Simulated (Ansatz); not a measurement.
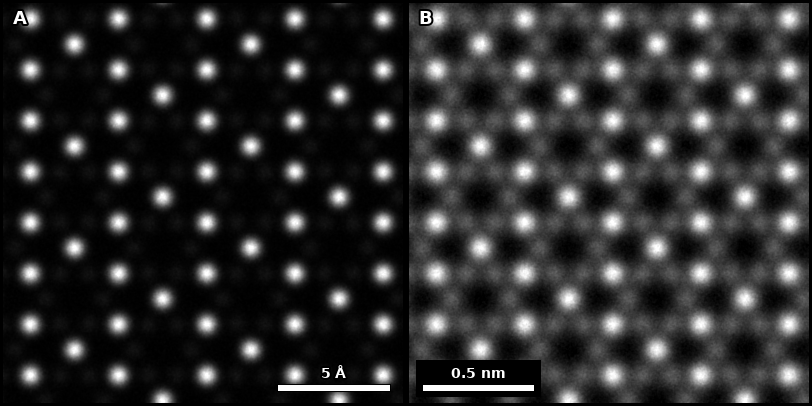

Two simulated images of the same area of Si$_{2}$W (P6_222, No. 180) along [001], with a probe of 0.66 Å. One is incoherent Z contrast (Z^1.7 per atom), the other the projected potential of neutral atoms blurred by the probe (iDPC-like, thin sample). Brightness is counted from the darkest point of the image. Shot noise was added. Atomic positions: coordinates from a relaxation with Ansatz 0.2.0, DFT, PBE, plane waves, PAW.

Which panel is which, and how can one tell?

Answer. A is the Z-contrast image and B the potential image. The columns of 1 Si per repeat reach about 6 % of the brightest peak (1 W) in A but about 34 % in B, mainly since the potential grows much more slowly with atomic number. The Si columns show clearly in B alone.
